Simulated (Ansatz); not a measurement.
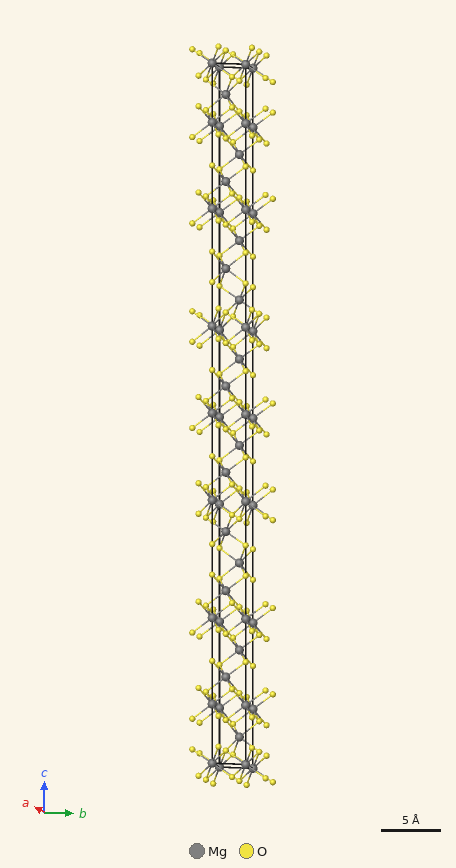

The crystal in a ball-and-stick representation, seen from a general direction. The wireframe shows the conventional unit cell. A few atoms beyond the faces are included. Cell: a = 2.995 Å, b = 2.995 Å, c = 59.947 Å, α = 90.00°, β = 90.00°, γ = 120.00°.

What can be read from this drawing?

The formula is MgO. It is rhombohedral (trigonal R), space group R-3m (No. 166). The cell comprises 24 formula units: 24 Mg, 24 O. Each Mg has six O at about 2.1 Å. O sits among six Mg in an octahedral arrangement at about 2.1 Å. The bonds build a three-dimensional framework.

Origin of the cell: a structure listed in the Materials Project. Earlier steps of the study may have refined or changed the cell and positions. It was the input of a calculation with Ansatz.
